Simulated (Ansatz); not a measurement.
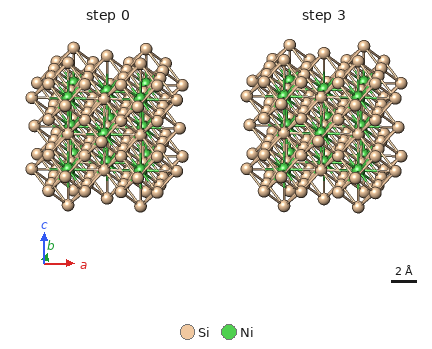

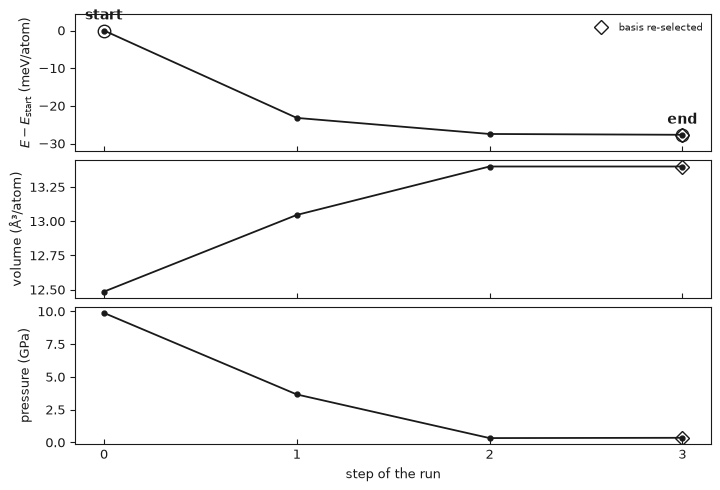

First and last geometry of a relaxation of solid Si$_{3}$Ni (built on the BiF3 (D0_3) type) (coarse preliminary run), with the history of the run. Style: ball-and-stick. Shown: the conventional cell (4 times the calculation's cell), from a free direction. Lengths and directions refer to the drawn axes.

Method: DFT PBE, scalar-relativistic, plane waves, PAW (Ansatz 0.2.0).

Input file:
```yaml
crystal:
  lattice:
    - [0.0, 2.9229053813, 2.9229053813]
    - [2.9229053813, 0.0, 2.9229053813]
    - [2.9229053813, 2.9229053813, 0.0]
  atoms:
    - { symbol: Si, position: [0.25, 0.25, 0.25] }
    - { symbol: Si, position: [0.75, 0.75, 0.75] }
    - { symbol: Si, position: [0.5, 0.5, 0.5] }
    - { symbol: Ni, position: [0.0, 0.0, 0.0] }
basis:
  ecutwfc: 420
kpoints:
  mp_grid: { grid: [6, 6, 6] }
hamiltonian:
  xc: pbe
scf:
  occupations: { method: gaussian, width: 0.1 }
output:
  forces: true
  stress: true
  eigenvalues: true
relax:
  adjacent_minimum: "off"
  f_tol: 0.05
  max_steps: 80
  cell: { stress_tol: 0.5 }
```

Run as
```bash
ansatz run input.yaml --threads 1 --pin off --max-ram 2560MiB --backend cpu --events-out ev --progress --plain --runs-dir out
```

### Did the run converge, and what did it change?

It converged. The atoms keep their places relative to the cell (all moves are under 0.005 Å). Cell: a = b = c 5.846 → 5.985 Å (+2.4 %). Volume +7.3 %. Among the contacts that change: Si3–Ni4 2.923 → 2.993 Å, Si1–Ni4 2.531 → 2.592 Å, Si1–Si3 2.531 → 2.592 Å. The space group stays Fm-3m (No. 225). After 2 accepted moves (3 points after the start) the energy has fallen by 27.7 meV per atom. All forces vanish by symmetry, so only the cell relaxes. The pressure goes from 9.89 to 0.35 GPa. The SCF was repeated once at an unchanged geometry on a basis and grid sized afresh for the cell, which shifted the energy by 0.2 meV per atom at most.

```csv
step,"E − E(0), meV/atom","pressure, GPa","volume, Å³/atom",note
0,0.00,9.89,12.486,
1,-23.19,3.66,13.046,
2,-27.45,0.33,13.400,
3,-27.67,0.35,13.400,"same geometry, new basis"
```
